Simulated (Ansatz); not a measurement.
## Energy of Al along a shift of atoms along one path

System: Al (4 atoms in the cell).
Method: DFT LDA+D3(BJ), scalar-relativistic, plane waves, PAW, PAW set soft_1, no spin polarisation (Ansatz 0.2.0).

The 6 runs differ only in the geometry, by a shift of atoms along one path in a fixed cell. The shift s is measured from run 4: Al1 moves along the Cartesian direction (1.00, 0.00, 0.00), and Al3 with it in fixed proportion. The structure derives from a Materials Project entry.

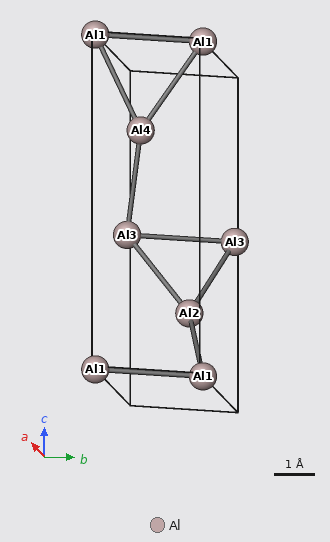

Figure 1. The structure of run 4 (ball-and-stick view of the cell of the calculation, seen at an oblique angle; atoms are numbered from 1 in the order of the input).

### Input of run 4
```yaml
crystal:
  lattice:
    - [2.7380283381, 0.0, 0.0]
    - [-1.3690141691, 2.3712020971, 0.0]
    - [0.0, 0.0, 9.1065785895]
  atoms:
    - { symbol: Al, position: [-0.0847587429, 0.0, 0.0] }
    - { symbol: Al, position: [0.3333333333, 0.6666666667, 0.25] }
    - { symbol: Al, position: [0.0847587429, 0.0, 0.5] }
    - { symbol: Al, position: [0.6666666667, 0.3333333333, 0.75] }
basis:
  ecutwfc: 420
kpoints:
  mp_grid: { grid: [18, 18, 6] }
hamiltonian:
  xc: lda
  pseudopotentials: { kind: paw, azcp: { folder: soft_1 } }
  dispersion: d3bj
scf:
  occupations: { method: gaussian, width: 0.15 }
output:
  forces: true
  stress: true
  eigenvalues: true
```

Command:
```bash
ansatz run input.yaml --threads 2 --pin off --max-ram 4096MiB --backend cpu --events-out ev --progress --plain --runs-dir out
```

Lattice vectors (Å) and fractional positions of run 4:
```
   2.738028    0.000000    0.000000
  -1.369014    2.371202    0.000000
   0.000000    0.000000    9.106579
Al -0.084759  0.000000  0.000000
Al  0.333333  0.666667  0.250000
Al  0.084759  0.000000  0.500000
Al  0.666667  0.333333  0.750000
```

Run 2 differs from it as follows:
```diff
-    - { symbol: Al, position: [-0.0847587429, 0.0, 0.0] }
+    - { symbol: Al, position: [-0.1695174858, 0.0, 0.0] }
-    - { symbol: Al, position: [0.0847587429, 0.0, 0.5] }
+    - { symbol: Al, position: [0.1695174858, 0.0, 0.5] }
```

### Results, with one run withheld

```csv
run,shift s of Al1 (Å),"free energy per atom, from the lowest run given (meV)",pressure (GPa),force along the path (eV/Å)
1,−0.3481,82.41,5.83,1.133
2,−0.2321,?,?,?
3,−0.1160,29.12,3.89,0.685
4,0.0000,12.73,3.21,0.446
5,0.1160,3.14,2.79,0.218
6,0.2321,0.00,2.64,0.000
```

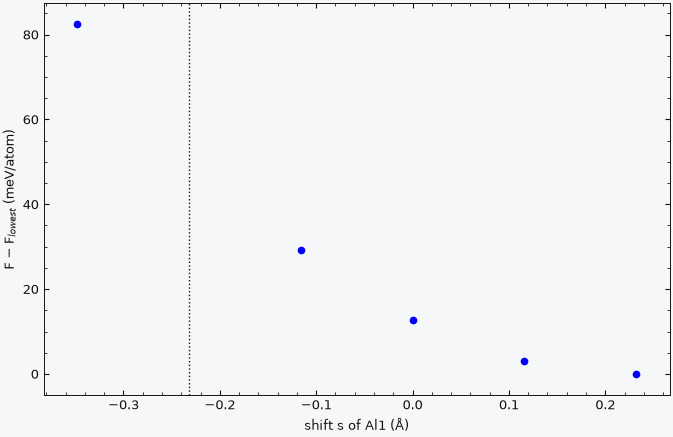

Figure 2. Free energy per atom of the runs given; the dotted line marks run 2.

Estimate the energy of run 2 from the others.

A cubic polynomial in the coordinate, fitted to the 5 runs given, misses them by at most 0.04 meV per atom. With x = s + 0.0232, it reads F = 15.494 − 123.37 x + 249.41 x² − 14.789 x³ (meV per atom). At run 2 it gives 52.28 meV per atom, and the run itself gives 52.48. The slope of the fit gives a force −dF/ds of 0.918 eV/Å along the path (summed over the atoms that move), and the printed forces give 0.923 eV/Å. The fit has its minimum at s = 0.2298 Å.

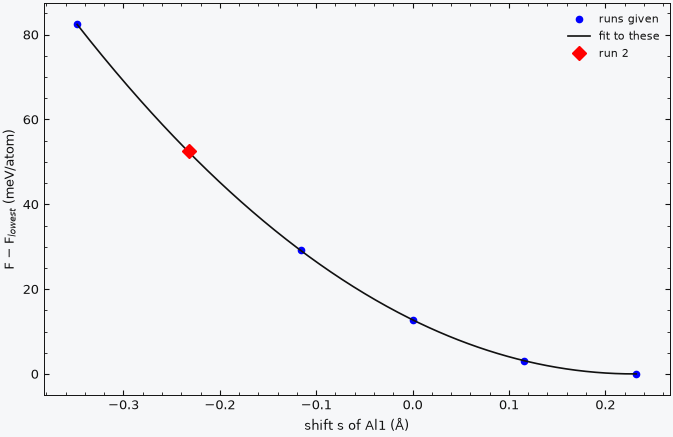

Figure 3. The fit and the withheld run.

### Output, shortened to warnings, some set-up lines, iterations and results (run 2)
```
Warning: [file] the record states the generating functional pbe (its physics header spells it `PBE`), which answers neither for hamiltonian.xc's functional nor for the lda family's — results may be inconsistent (PPs are generated against a specific XC)
Warning: the engine holds no damping parameters fitted to this dispersion correction and functional, so the run takes those fitted to pbe (hamiltonian.dispersion, under Limitations)
Basis set: ecut = 420 eV, 1165 PW (Γ)
Symmetry: 4 space group operations
k-points: 364 of 1944 (time reversal used)
Initial density: superposition of atomic densities (chi_scale 0.1, normalization cell)
[...]
SCF iter   1: F=—  HF=-2052.937624 eV  |F-HF|=—  |Δ(HF+E_count)|=         —  Δρ=2.33e-2  dr2=3.05e-1  ethr=3.10e-3  ⟨swp⟩=6.8  Hψ=65794  notcnv=0  defer=29
SCF iter   2: F=—  HF=-2052.764349 eV  |F-HF|=—  |Δ(HF+E_count)|=   1.73e-1  Δρ=1.50e-2  dr2=1.28e-1  ethr=2.54e-3  ⟨swp⟩=1.0  Hψ=8008  notcnv=0  defer=35
SCF iter   3: F=—  HF=-2052.675399 eV  |F-HF|=—  |Δ(HF+E_count)|=   8.89e-2  Δρ=5.11e-4  dr2=1.32e-4  ethr=1.07e-3  ⟨swp⟩=1.0  Hψ=4324  notcnv=0  defer=36
SCF iter   4: F=—  HF=-2052.675050 eV  |F-HF|=—  |Δ(HF+E_count)|=   3.49e-4  Δρ=7.10e-5  dr2=6.15e-6  ethr=1.10e-6  ⟨swp⟩=2.0  Hψ=6509  notcnv=0  defer=36
SCF iter   5: F=—  HF=-2052.675048 eV  |F-HF|=—  |Δ(HF+E_count)|=   1.56e-6  Δρ=2.46e-5  dr2=1.37e-6  ethr=5.13e-8  ⟨swp⟩=2.0  Hψ=5816  notcnv=0  defer=36
SCF iter   6: F=-2052.675048 eV  HF=-2052.675048 eV  |F-HF|=2.55e-10  |Δ(HF+E_count)|=   3.80e-7  Δρ=3.72e-6  dr2=3.71e-9  ethr=8.33e-10  ⟨swp⟩=6.6  Hψ=25652  notcnv=0
SCF 1 converged in 6 iterations: F = -2052.675048 eV  dr2 = 3.71e-9
SCF converged after 6 iterations
Free energy (F): -2052.675048 eV
Harris-Foulkes:  -2052.675048 eV  (|F-HF|=2.55e-10)
Internal energy: -2052.659079 eV  (E = F + TS)
E sigma→0 (E₀):  -2052.667063 eV
Entropy (-TS):   -0.015969 eV (-3.992 meV/atom)
Fermi energy:    8.883618 eV
--- Per-component energies (eV) ---
  E_band       = 50.231543
  E_kinetic    = 97.346560
  E_local      = 45.530302  (includes V_loc(G=0)·N_el)
  E_nonlocal   = 44.414635
  E_hartree    = 0.533296
  E_xc         = -152.844935
  E_vxc        = -121.990351  (∫ρ·V_xc dr)
  E_paw        = -1781.777844  (= ΣΔE_a)
  E_vpaw       = -16.136139  (= ΣTr[D̂ρ^β])
  E_aug_tail   = -0.000016  (compensation charges beyond the density's cutoff)
  E_ewald      = -304.574901
  E_disp       = -1.509042  (pairwise vdW)
  E_core_change = 0.222866  (= ΣΔE_core)
  E_smearing   = -0.015969  (= −TS)
  E_closure    = -0.000000  (closes the sum)
  Σ components = -2052.675048   (vs F -2052.675048, Δ=0.00e0)
--- Forces (eV/Å), atoms counted from 1 ---
  atom   1  Al     0.46160506     0.00000000     0.00000000
  atom   2  Al     0.00000000    -0.32517800     0.00000000
  atom   3  Al    -0.46160506    -0.00000000    -0.00000000
  atom   4  Al    -0.00000000     0.32517800     0.00000000
  max |Σ_I F_I| component: 1.04e-17 eV/Å
--- Stress (GPa, compression-positive) ---
        3.718555      -0.000000       0.000000
       -0.000000       3.957636      -0.000000
        0.000000      -0.000000       6.653307
  P = ⅓ Tr σ = 4.7765 GPa (47.765 kbar)
```

Notes on the run: the PAW datasets were made with another functional; the dispersion correction has no parameters fitted for this combination and takes those fitted for PBE.
